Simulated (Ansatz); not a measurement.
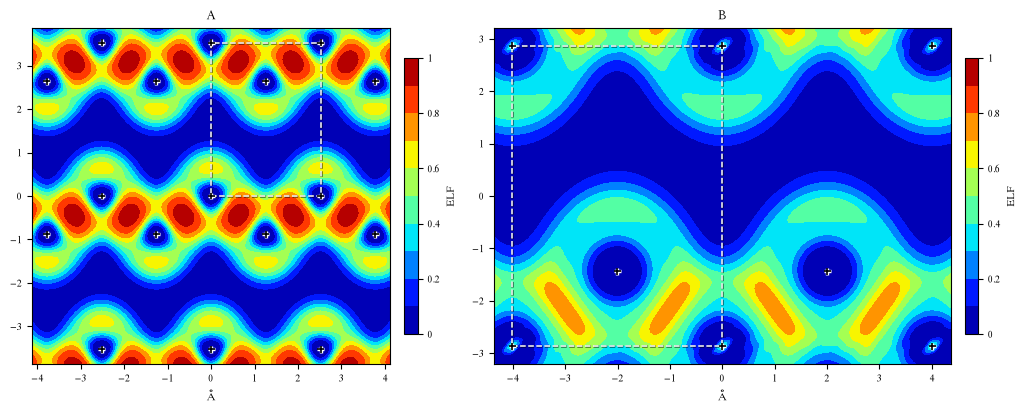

The ELF of 2 systems, each on a plane through atoms (crosses mark nuclei in the plane).

Computed with Ansatz 0.2.0, DFT, PBE, plane waves, PAW.

System 1: Ge, the (100) plane of the conventional cell. Space group I4₁/amd; started from the diamond prototype, which need not be the ambient phase; changed on purpose from its base cell (uniaxial z strain +1.0%); computed pressure about 2 GPa in this cell.

```xyz
4
Lattice="2.8369 -2.8369 0.0000 2.8369 2.8369 0.0000 0.0000 0.0000 5.7305" Properties=species:S:1:pos:R:3 pbc="T T T"
Ge    0.0000    0.0000    0.0000
Ge    2.8369    0.0000    2.8652
Ge    1.4184    1.4184    1.4326
Ge    1.4184   -1.4184    4.2979
```

System 2: C, the (010) plane of the conventional cell. Space group I4₁/amd; started from the diamond prototype, which need not be the ambient phase; changed on purpose from its base cell (uniaxial z strain -1.0%); computed pressure about 9 GPa in this cell.

```
C
1.0
     1.78012   -1.78012    0.00000
     1.78012    1.78012    0.00000
     0.00000    0.00000    3.52465
C
4
Direct
  0.00000 0.00000 0.00000
  0.50000 0.50000 0.50000
  0.00000 0.50000 0.25000
  0.50000 0.00000 0.75000
```

**Match each panel to its system.**

Panel A is system 2, C: the plane holds C. C–C (1.54 Å): the ELF peaks at about 0.95 between the atoms, as expected for localised, covalent bonding. Panel B is system 1, Ge: the plane holds Ge. Ge–Ge (2.47 Å): the ELF peaks at about 0.75 between the atoms, as expected for a shared electron pair.
